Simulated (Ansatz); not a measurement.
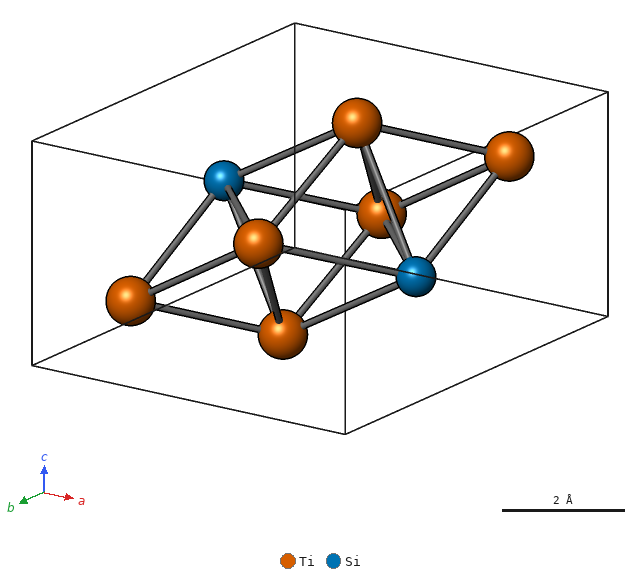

Lattice vibrations of solid Ti₃Si, space group P6₃/mmc (No. 194), at the zone centre. The picture is a ball-and-stick view of the cell of the calculation, seen from a free direction.

Level of theory: DFT LDA, scalar-relativistic, plane waves, PAW in Ansatz 0.2.0.

Input file:
```yaml
crystal:
  lattice:
    - [5.5158334969, 0.0, 0.0]
    - [-2.7579167485, 4.7768519313, 0.0]
    - [0.0, 0.0, 4.4524528779]
  atoms:
    - { symbol: Ti, position: [0.3427272438, 0.1713636219, 0.75] }
    - { symbol: Ti, position: [0.8286363781, 0.1713636219, 0.75] }
    - { symbol: Ti, position: [0.8286363781, 0.6572727562, 0.75] }
    - { symbol: Ti, position: [0.6572727562, 0.8286363781, 0.25] }
    - { symbol: Ti, position: [0.1713636219, 0.8286363781, 0.25] }
    - { symbol: Ti, position: [0.1713636219, 0.3427272438, 0.25] }
    - { symbol: Si, position: [0.3333333333, 0.6666666667, 0.75] }
    - { symbol: Si, position: [0.6666666667, 0.3333333333, 0.25] }
basis:
  ecutwfc: 420
kpoints:
  mp_grid: { grid: [6, 6, 8] }
hamiltonian:
  xc: lda
scf:
  occupations: { method: fermi_dirac, width: 0.15 }
output:
  eigenvalues: true
phonons:
  method: dfpt
  eigenvectors: true
  qmesh: [2, 2, 2]
  temperatures: { t_max: 1000, t_step: 100 }
  qpath:
    path:
      - [[0.0, 0.0, 0.0], [0.5, 0.0, 0.0], [0.33333333, 0.33333333, 0.0], [0.0, 0.0, 0.0], [0.0, 0.0, 0.5], [0.5, 0.0, 0.5], [0.33333333, 0.33333333, 0.5], [0.0, 0.0, 0.5]]
      - [[0.5, 0.0, 0.5], [0.5, 0.0, 0.0]]
      - [[0.33333333, 0.33333333, 0.5], [0.33333333, 0.33333333, 0.0]]
    npoints: 8
```

Run as
```bash
ansatz run input.yaml --threads 4 --pin off --max-ram 12288MiB --backend cpu --events-out ev --progress --plain --runs-dir out
```

The frequencies depend somewhat on the k-mesh and the smearing.

> Give the spectrum at this point.

The calculation's cell holds 8 atoms, so there are 21 optical modes, in 13 levels. No level is unstable.

```json
{"level": "1", "symmetry": "E₂g", "frequency (cm⁻¹)": "77", "activity": "Raman-active"}
{"level": "2", "symmetry": "E₁g", "frequency (cm⁻¹)": "136", "activity": "Raman-active"}
{"level": "3", "symmetry": "A₂g", "frequency (cm⁻¹)": "155", "activity": "silent"}
{"level": "4", "symmetry": "E₂g", "frequency (cm⁻¹)": "191", "activity": "Raman-active"}
{"level": "5", "symmetry": "B₁g", "frequency (cm⁻¹)": "203", "activity": "silent"}
{"level": "6", "symmetry": "E₂u", "frequency (cm⁻¹)": "251", "activity": "silent"}
{"level": "7", "symmetry": "E₁u", "frequency (cm⁻¹)": "264", "activity": "infrared-active"}
{"level": "8", "symmetry": "doubly degenerate", "frequency (cm⁻¹)": "281", "activity": "not assigned"}
{"level": "9", "symmetry": "A₁g", "frequency (cm⁻¹)": "288", "activity": "Raman-active"}
{"level": "10", "symmetry": "A₂u", "frequency (cm⁻¹)": "303", "activity": "infrared-active"}
{"level": "11", "symmetry": "E₁u", "frequency (cm⁻¹)": "305", "activity": "infrared-active"}
{"level": "12", "symmetry": "B₁g", "frequency (cm⁻¹)": "325", "activity": "silent"}
{"level": "13", "symmetry": "E₂g", "frequency (cm⁻¹)": "329", "activity": "Raman-active"}
```

The crystal is a metal, so free carriers screen the infrared response.

The modes drawn as arrows (one member of each degenerate set), 6 of the levels:

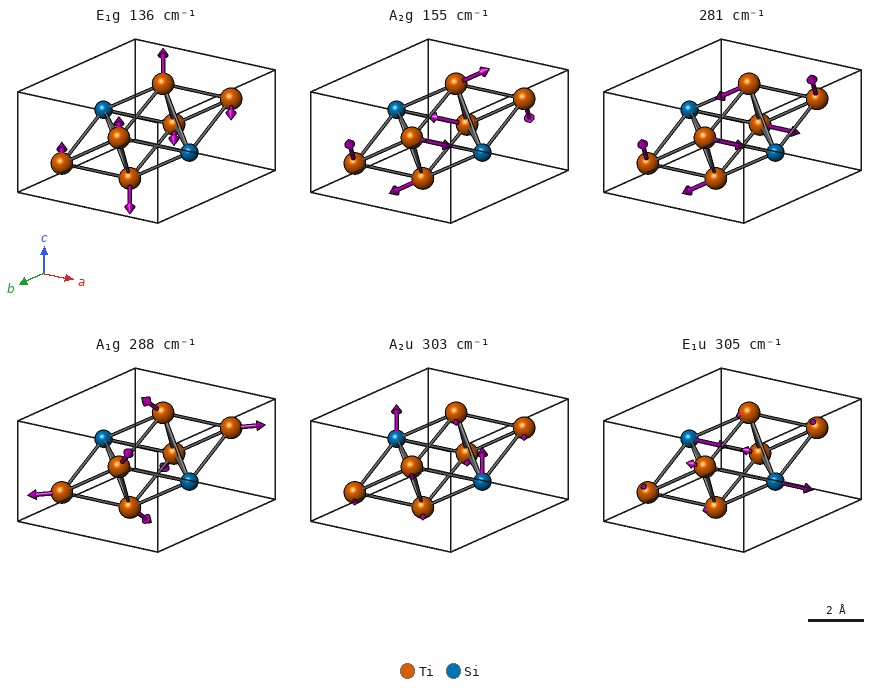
